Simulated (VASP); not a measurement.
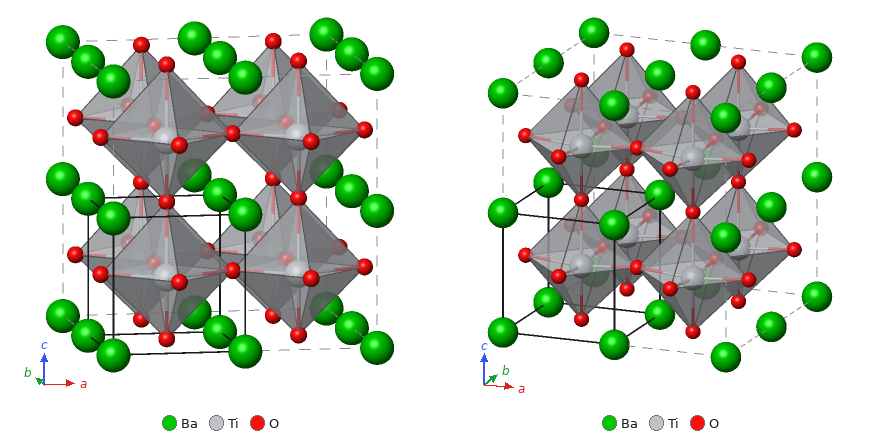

Polyhedra are drawn about Ti (bonds: O–Ti below 2.6 Å); other atoms are plain spheres. Two views of the same piece.

BaTiO3 (space group P4mm, No. 99): the geometry relaxed with VASP, VASP Kohn-Sham DFT of a periodic cell, r2SCAN, VASP PAW PBE potentials, recommended.

Question: What figure surrounds each Ti atom, and what does it share with the other drawn polyhedra?

Answer: Ti: TiO6 octahedron, sharing corners with six neighbours.

Question: What is the connectivity of the polyhedra: isolated, groups, chains, layers or framework?

Answer: They form a three-dimensional framework of corner-sharing octahedra.

Question: How far apart are the centres of linked polyhedra?

Answer: Centre to centre across a shared corner: 3.99 to 4.11 Å.
